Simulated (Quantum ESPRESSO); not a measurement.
**A series of single points on ZrS**

System: ZrS (2 atoms in the cell).
Method: Kohn-Sham DFT of a periodic cell, r2SCAN, SG15 PBE 1.2, no spin polarisation (Quantum ESPRESSO 7.5).

The 7 runs differ only in the geometry, by an even scaling of the cell at fixed fractional positions. The structure derives from an entry of the Crystallography Open Database.

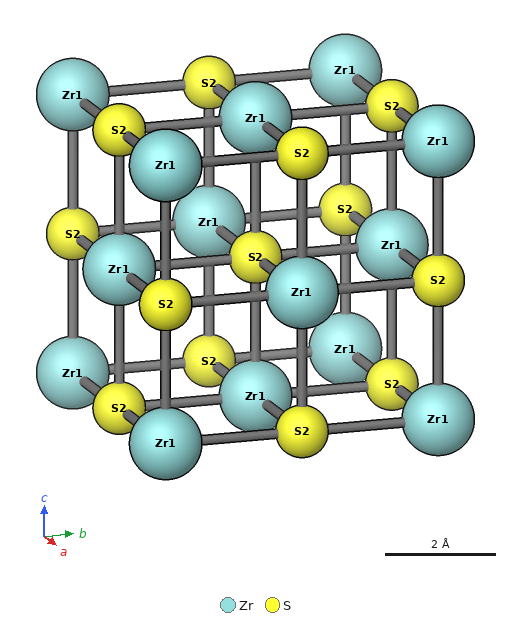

Figure 1. The structure of run 4 (ball-and-stick view of the cell 4 times as large as that of the calculation, set on its symmetry axes, seen slightly off an axis; atoms are numbered from 1 in the order of the input). An atom can appear more than once, as a periodic image.

### Input of run 4
```
&CONTROL
  calculation = 'scf'
  prefix = 'pwscf'
  outdir = './tmp'
  pseudo_dir = './pseudo'
  tprnfor = .true.
  tstress = .true.
  disk_io = 'nowf'
/
&SYSTEM
  ibrav = 0
  nat = 2
  ntyp = 2
  ecutwfc = 66
  nbnd = 15
  input_dft = 'r2scan'
  occupations = 'smearing'
  smearing = 'fd'
  degauss = 0.00367493
  nosym = .true.
  nr1 = 40
  nr2 = 40
  nr3 = 40
/
&ELECTRONS
  conv_thr = 1d-08
  electron_maxstep = 120
  mixing_beta = 0.5
/
ATOMIC_SPECIES
Zr    91.2240 Zr_ONCV_PBE-1.2.upf
S     32.0600 S_ONCV_PBE-1.2.upf
CELL_PARAMETERS angstrom
   0.0000000000    2.6250000000    2.6250000000
   2.6250000000    0.0000000000    2.6250000000
   2.6250000000    2.6250000000    0.0000000000
ATOMIC_POSITIONS crystal
Zr     0.0000000000    0.0000000000    0.0000000000
S      0.5000000000    0.5000000000    0.5000000000
K_POINTS automatic
7 7 7 0 0 0
```

Command:
```bash
OMP_NUM_THREADS=1 mpirun -n 2 pw.x -nk 2 -in pw.in > pw.out
```

Run 2 differs from it as follows:
```diff
-   0.0000000000    2.6250000000    2.6250000000
-   2.6250000000    0.0000000000    2.6250000000
-   2.6250000000    2.6250000000    0.0000000000
+   0.0000000000    2.5895226780    2.5895226780
+   2.5895226780    0.0000000000    2.5895226780
+   2.5895226780    2.5895226780    0.0000000000
```

### Results, with one run withheld

```tsv
run	volume per atom (Å³)	free energy per atom, from the lowest run given (meV)	pressure (GPa)
1	17.003	19.44	7.60
2	17.364	?	?
3	17.726	0.00	1.01
4	18.088	0.68	−1.79
5	18.450	7.33	−4.29
6	18.811	19.32	−6.52
7	19.173	36.10	−8.52
```

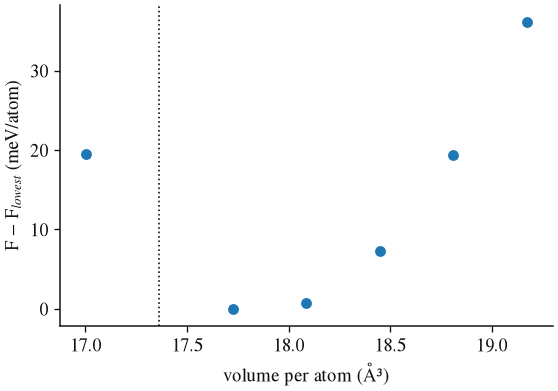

Figure 2. Free energy per atom of the runs given; the dotted line marks run 2.

What should run 2 give?

A cubic polynomial in V^(−2/3) (the Birch–Murnaghan form), fitted to the 6 runs given, misses them by at most 0.01 meV per atom. With x = V^(−2/3) − 0.14461 Å⁻², it reads F = 1.8968 − 2788.1 x + 8.1154e+05 x² + 1.3882e+06 x³ (meV per atom). At run 2 it gives 6.01 meV per atom, and the run itself gives 5.99. The slope of the fit gives a pressure −dF/dV of 4.25 GPa there, and the run prints 4.12 GPa. The two needn't agree exactly: the fit is approximate, and the printed stress is taken on a finite basis. The fit has its minimum at 17.867 Å³ per atom, where V d²F/dV² gives 140 GPa: the bulk modulus at this level, since symmetry fixes the shape and the positions.

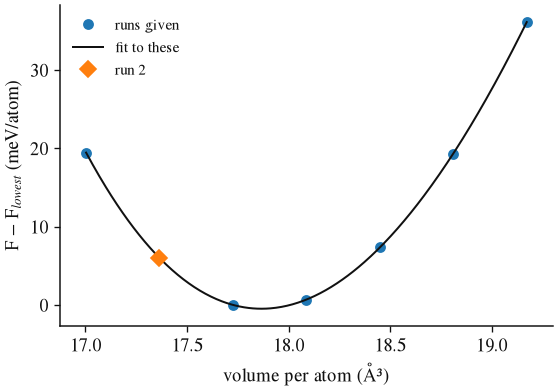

Figure 3. The fit and the withheld run.

### Some lines of the output (run 2)
```
[...]
     number of k points=   172  Fermi-Dirac smearing, width (Ry)=  0.0037
     total energy              =    -115.51135944 Ry
     total energy              =    -115.57142482 Ry
     total energy              =    -115.57702022 Ry
     total energy              =    -115.57805525 Ry
     total energy              =    -115.57813957 Ry
     total energy              =    -115.57814611 Ry
     total energy              =    -115.57814703 Ry
     total energy              =    -115.57814709 Ry
     the Fermi energy is    15.5379 ev
!    total energy              =    -115.57814710 Ry
     The total energy is F=E-TS. E is the sum of the following terms:
     Computing stress (Cartesian axis) and pressure
          total   stress  (Ry/bohr**3)                   (kbar)     P=       41.21
```

Notes: Further notes kept with the run: potentials made for another functional. Notes on the run: SCF correction compared to forces is large. Points of doubt noted for this run: coarse mesh; potentials made for another functional.
